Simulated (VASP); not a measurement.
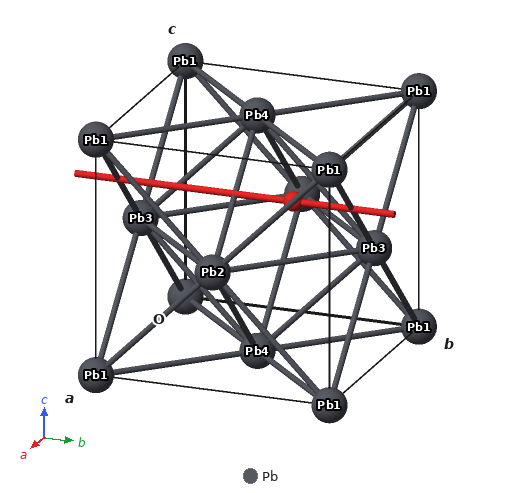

For Pb, the end point of a relaxation with VASP Kohn-Sham DFT of a periodic cell, HSEsol, VASP PAW PBE potentials, recommended (VASP 6.6.1): the coloured rod is the axis of a symmetry operation of the crystal, the small sphere its inversion point. The drawing is computed from the coordinates (standard cell, symmetry found to 0.002 Å).

a = 4.908 Å, b = 4.908 Å, c = 4.908 Å, α = 90.00°, β = 90.00°, γ = 90.00°.

```tsv
atom	x	y	z
Pb1	0.0000	0.0000	0.0000
Pb2	0.0000	0.5000	0.5000
Pb3	0.5000	0.0000	0.5000
Pb4	0.5000	0.5000	0.0000
```

Take the operation x, y, z → z, −y+3/2, −x+3/2.

> What kind of operation is it, and where does it lie?

It is a −4 rotoinversion axis with its inversion point at (3/4, 3/4, 3/4), along [0 1 0].

> Onto which atom does it carry each atom (up to whole multiples of a, b and c)?

Pb1 → Pb2, Pb2 → Pb3, Pb3 → Pb4, Pb4 → Pb1.

> What is the crystal's space group?

Fm-3m, No. 225.
